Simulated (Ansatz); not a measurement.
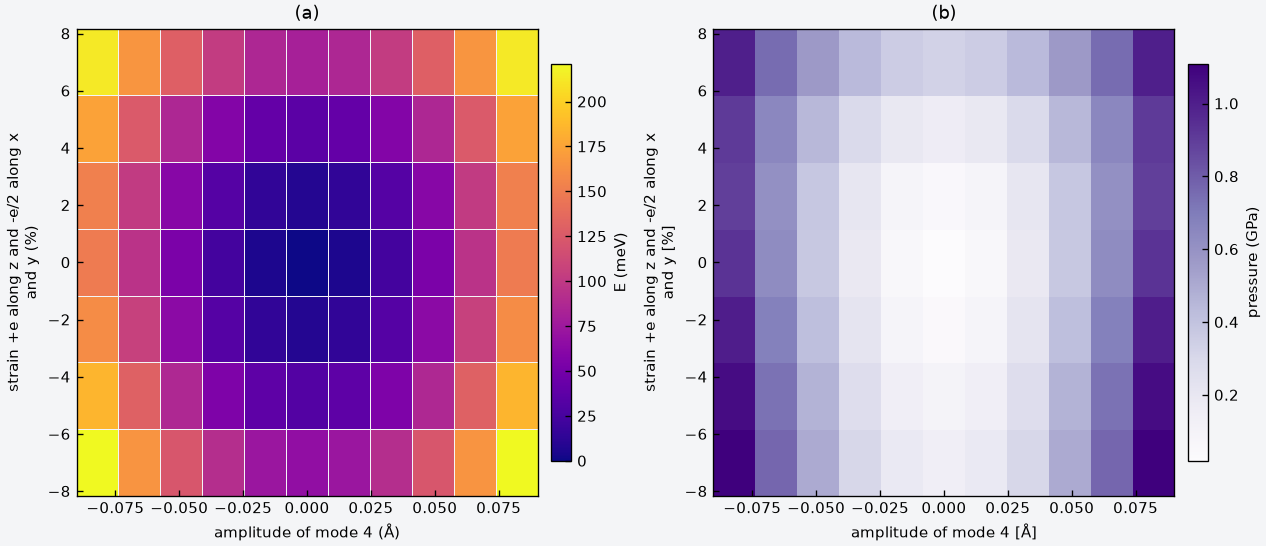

Ge (Fd-3m, No. 227; 2 atoms in the cell). The energy is mapped over a normal mode and a strain (zone-centre modes of the 2-atom cell of this scan) (x, y and z along the cube axes). First axis: amplitude of mode 4 (289 cm⁻¹), largest displacement in the unstrained cell. Second axis: strain +e along z and -e/2 along x and y. Nothing is relaxed (the pattern is fixed in fractional coordinates). The grid has 11 × 7 points; 42 points were computed and 35 follow by symmetry. Points are written as (first, second). All energies are given in meV per cell relative to the lowest grid point. The lowest point has no gap; 1 points of the grid have one on the k-mesh. All numbers below come from DFT LDA, scalar-relativistic, plane waves, PAW in Ansatz. Settings: cutoff 420 eV, k-mesh 14×14×14, gaussian smearing 0.15 eV, no spin polarisation.

Panel (a) is the energy and panel (b) the computed pressure on the same grid.

Drawn: one coloured cell a grid point.

**How does the pressure vary over the map, and what is it at the lowest grid point?**

It runs from 0.02 GPa at (0.000 Å, 0.00 %) to 1.11 GPa at (−0.082 Å, −7.00 %). At the lowest grid point, (0.000 Å, 0.00 %), it is 0.02 GPa.

PAW datasets: the set soft_1.
